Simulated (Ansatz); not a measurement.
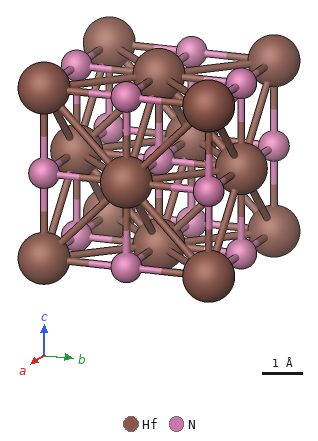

Normal modes of crystalline HfN relaxed at 6 GPa, at the zone centre. Style: ball-and-stick. Shown: the conventional cell (4 times the calculation's cell), slightly off an axis. Lengths and directions refer to the drawn axes.

Theory: DFT PBE, scalar-relativistic, plane waves, PAW (Ansatz).

Input
```yaml
crystal:
  lattice:
    - [0.0, 2.2578754513, 2.2578754513]
    - [2.2578754513, 0.0, 2.2578754513]
    - [2.2578754513, 2.2578754513, 0.0]
  atoms:
    - { symbol: Hf, position: [0.0, 0.0, 0.0] }
    - { symbol: "N", position: [0.5, 0.5, 0.5] }
basis:
  ecutwfc: 420
kpoints:
  mp_grid: { grid: [16, 16, 16] }
hamiltonian:
  xc: pbe
scf:
  occupations: { method: fermi_dirac, width: 0.15 }
output:
  eigenvalues: true
phonons:
  method: dfpt
  eigenvectors: true
```

Run as
```bash
ansatz run input.yaml --threads 1 --pin off --max-ram 3072MiB --backend cpu --events-out ev --progress --plain --runs-dir out
```

The frequencies depend somewhat on the k-mesh and the smearing.

> Give the spectrum at this point.

The calculation's cell holds 2 atoms, so there are 3 optical modes, in 1 level. The optical modes span T₁u. No level is unstable.

| level | symmetry | frequency (cm⁻¹) | activity |
| --- | --- | --- | --- |
| 1 | T₁u | 498 | infrared-active |

The crystal is a metal, so free carriers screen the infrared response.

The modes drawn as arrows (one member of each degenerate set):

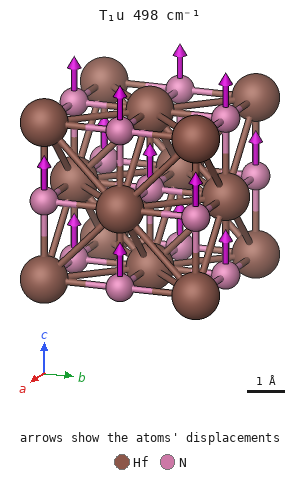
